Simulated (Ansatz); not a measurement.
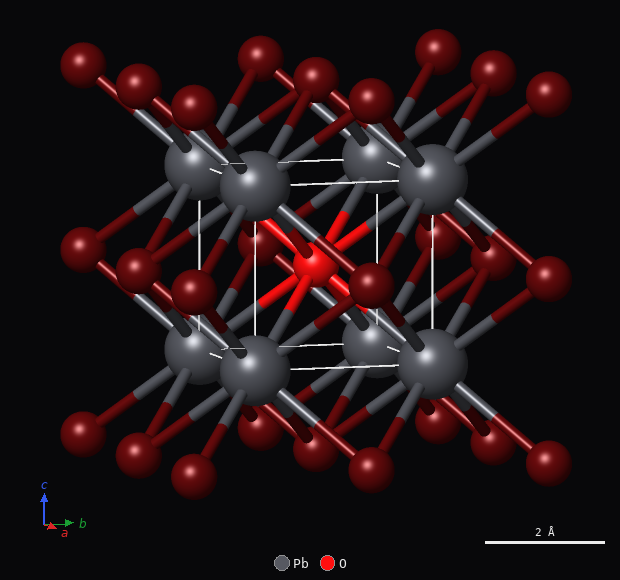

A ball-and-stick rendering, viewed slightly off an axis. Thin lines show the conventional unit cell, with boundary atoms drawn in all their periodic places. Bonded atoms from the next cells complete the picture, in fainter colours.

PbO, caesium chloride (CsCl, B2) type, space group Pm-3m (No. 221), a = 3.144 Å, b = 3.144 Å, c = 3.144 Å, α = 90.00°, β = 90.00°, γ = 90.00°. Its origin is a structure type filled with these elements by a generator (whether the compound takes this form wasn't checked). The cell was then strained or its atoms displaced on purpose. A calculation with Ansatz used it as input.

This one geometry was computed with Ansatz (DFT, plane waves, PAW) at three levels of theory: PBE, r2SCAN and HSE06. It was relaxed with r2SCAN and then strained.

Which level gives the highest pressure at this volume, and what does that say about its equilibrium volume?

Answer. Highest: PBE (7.3 GPa), which points to the largest equilibrium volume. Lowest, with the smallest volume: HSE06 (2.9 GPa). Levels within 0.5 GPa of each other can't be told apart.

How does the band gap change with the level of theory?

Answer. PBE: a gap of 0.08 eV, direct; r2SCAN: a gap of 0.13 eV, indirect; HSE06: a gap of 0.14 eV, indirect.

Collect the results in a table.

Answer.
| level | cutoff (eV) | k-mesh of the run's cell | gap (eV) | pressure (GPa) |
| --- | --- | --- | --- | --- |
| PBE | 420 | 8×8×8 | 0.08 | 7.3 |
| r2SCAN | 500 | 8×8×8 | 0.13 | 3.9 |
| HSE06 | 420 | 6×6×6 | 0.14 | 2.9 |

Gaps are taken on the k-mesh or band path of each run.
